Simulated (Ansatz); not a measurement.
# Calculations on ZrN

**1. Relaxation**

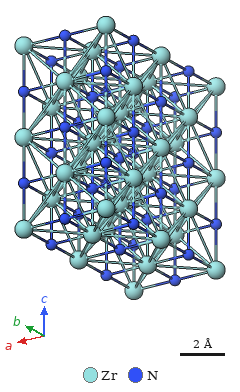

Crystalline ZrN (set up in Fm-3m), before the relaxation. A ball-and-stick model of the conventional cell (4 times the calculation's cell), repeated 1 × 2 × 2 with one cell outlined, seen from a free direction. Lengths and directions refer to the drawn axes.

Method: DFT LDA, scalar-relativistic, plane waves, PAW in Ansatz 0.2.0.

Input
```yaml
crystal:
  lattice:
    - [0.0, 2.28423, 2.28423]
    - [2.28423, 0.0, 2.28423]
    - [2.28423, 2.28423, 0.0]
  atoms:
    - { symbol: Zr, position: [0.0, 0.0, 0.0] }
    - { symbol: "N", position: [0.5, 0.5, 0.5] }
basis:
  ecutwfc: 420
kpoints:
  mp_grid: { grid: [16, 16, 16] }
hamiltonian:
  xc: lda
scf:
  occupations: { method: gaussian, width: 0.1 }
output:
  forces: true
  stress: true
  eigenvalues: true
  write_density: true
  write_potential: true
  elf: true
  volumetric_format: npy
relax:
  adjacent_minimum: "off"
  f_tol: 0.005
  max_steps: 80
  cell: { stress_tol: 0.05 }
```

Launched with:
```bash
ansatz run input.yaml --threads 1 --pin off --max-ram 3072MiB --backend cpu --events-out ev --progress --plain --runs-dir out
```

> Predict the outcome.

The atoms keep their places relative to the cell (all moves are under 0.005 Å). The drawn cell changes as follows: a = b = c 4.568 → 4.525 Å (−1.0 %); the volume changes by −2.9 %. Among the contacts that change: Zr1–Zr1 3.230 → 3.199 Å, Zr1–N2 2.284 → 2.262 Å. The space group stays Fm-3m (No. 225). After 4 accepted moves (6 points after the start) the energy has fallen by 16.8 meV per cell of the calculation. All forces vanish by symmetry, so only the cell relaxes. Pressure: −7.73 GPa at the start and 0.00 GPa at the end. The SCF was repeated twice at an unchanged geometry on a basis and grid sized afresh for the cell, which shifted the energy by 1.8 meV per cell of the calculation at most. Cost: 7.2 s on 1 thread of AMD EPYC 9R45 96-Core Processor (Zen 5), with other jobs on the host, peak memory 0.41 GiB.

After the run, drawn alike:

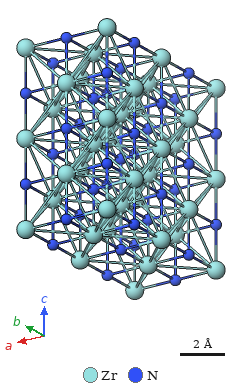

**2. Relaxation**

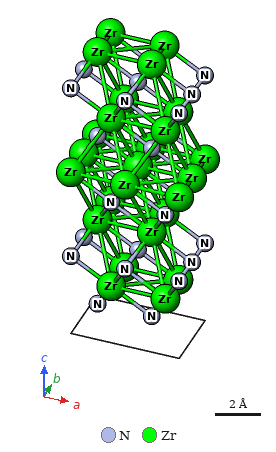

This is the input geometry for a relaxation of a slab of composition ZrN (cut from the Fm-3m phase). Style: ball-and-stick. Shown: the 2 × 2 repeat of the cell, outlined in the plane, without the vacuum, slightly off an axis.

Case: (1 1 1) slab, atoms relaxed. The slab is the (1 1 1) face of ZrN.

Level of theory: Ansatz, DFT PBEsol, scalar-relativistic, plane waves, PAW.

The input:
```yaml
crystal:
  lattice:
    - [3.2188796041, 0.0, 0.0]
    - [-1.6094398021, 2.7876315089, 0.0]
    - [0.0, 0.0, 26.8269188604]
  atoms:
    - { symbol: "N", position: [0.3333333333, 0.6666666667, 0.2795699364] }
    - { symbol: Zr, position: [0.6666666667, 0.3333333333, 0.328554395] }
    - { symbol: "N", position: [0.0, 0.0, 0.3775388536] }
    - { symbol: Zr, position: [0.3333333333, 0.6666666667, 0.4265233121] }
    - { symbol: "N", position: [0.6666666667, 0.3333333333, 0.4755077707] }
    - { symbol: Zr, position: [0.0, 0.0, 0.5244922293] }
    - { symbol: "N", position: [0.3333333333, 0.6666666667, 0.5734766879] }
    - { symbol: Zr, position: [0.6666666667, 0.3333333333, 0.6224611464] }
    - { symbol: "N", position: [0.0, 0.0, 0.671445605] }
    - { symbol: Zr, position: [0.3333333333, 0.6666666667, 0.7204300636] }
basis:
  ecutwfc: 420
kpoints:
  mp_grid: { grid: [12, 12, 1] }
hamiltonian:
  xc: pbesol
scf:
  occupations: { method: gaussian, width: 0.1 }
output:
  forces: true
  eigenvalues: true
  write_density: true
  write_potential: true
  elf: true
  volumetric_format: npy
relax:
  adjacent_minimum: "off"
  f_tol: 0.02
  max_steps: 60
efield:
  axis: 3
  dipole_correction: true
  ramp_width: 0.04
```

Launched with:
```bash
ansatz run input.yaml --threads 1 --pin off --max-ram 2560MiB --backend cpu --events-out ev --progress --plain --runs-dir out
```

Predict the outcome.

After 5 accepted moves (6 points after the start) the energy has fallen by 1.821 eV per cell of the calculation. The largest force component goes from 6.4 to 0.014 eV/Å. 1 step only repeated the SCF at the same geometry. The largest move relative to the layer's centre is that of N1, 0.29 Å along the normal (+c). Largest moves by element: N 0.29 Å, Zr 0.24 Å. The cell stays as it was. Near-neighbour distances that change, for instance: N1–Zr2 2.276 → 2.015 Å, Zr2–N3 2.276 → 2.479 Å, Zr2–Zr4 3.219 → 3.399 Å, Zr8–Zr10 3.219 → 3.145 Å. Bond angles that change, for instance: Zr2–N1–Zr2 90.0° → 106.0°, Zr2–N3–Zr2 90.0° → 81.0°, Zr2–N3–Zr4 180.0° → 171.5°. The run took 71 s on 1 thread of AMD EPYC 9R45 96-Core Processor (Zen 5), with other jobs on the host, peak memory 0.6 GiB.

After the run, drawn alike:

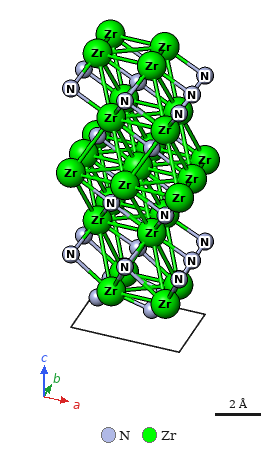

Limits of the set-up: the cell has an odd number of electrons but was run without spin polarisation.

**3. A change**

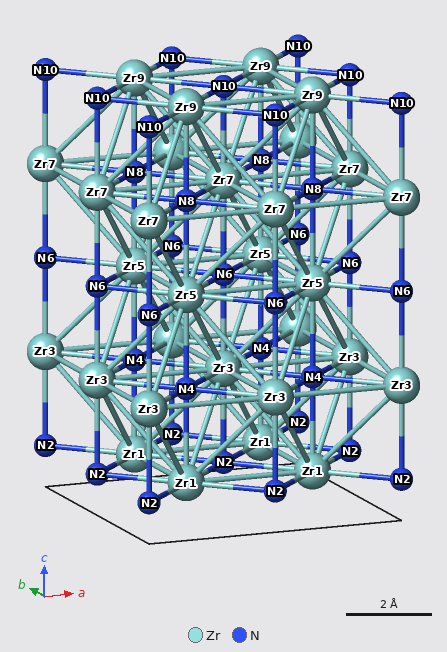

Reference structure: a (1 0 0) slab of ZrN as cut from the relaxed bulk. Style: ball-and-stick. Shown: the 2 × 2 repeat of the cell, outlined in the plane, without the vacuum, slightly off an axis.

The calculation used DFT PBEsol, scalar-relativistic, plane waves, PAW (Ansatz). (plane-wave cutoff 420 eV; occupations gaussian; smearing width 0.1 eV; no spin polarisation) The k-mesh is chosen for each cell (11×11×15, 11×11×1).

The variant: The atoms of the slab are relaxed at the bulk's in-plane cell.

**What does the calculation give for the changed structure?**

The surface energy (mean of the two faces) falls from 1.86 to 1.62 J/m². The top spacing, between the ZrN and ZrN planes, goes from 2.28 to 2.25 Å (−1.1 %), the bottom one (ZrN to ZrN) from 2.28 to 2.25 Å (−1.1 %). The top plane rumples by 0.18 Å. The cell doesn't change. The largest moves relative to the layer's centre, 0.12 Å, are those of Zr1 and Zr9. Zr9 goes along the normal (−c). Largest moves by element: Zr 0.12 Å, N 0.06 Å. Some distances before and after: N–Zr 2.276 → 2.165 to 2.338 Å, Zr–Zr 3.219 → 3.139 to 3.219 Å.

Drawn alike, the variant:

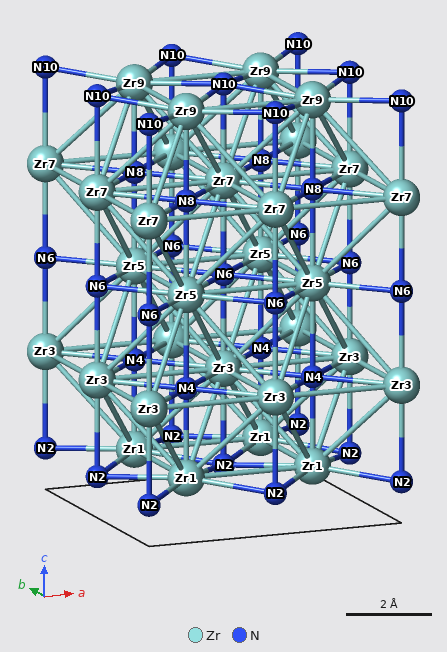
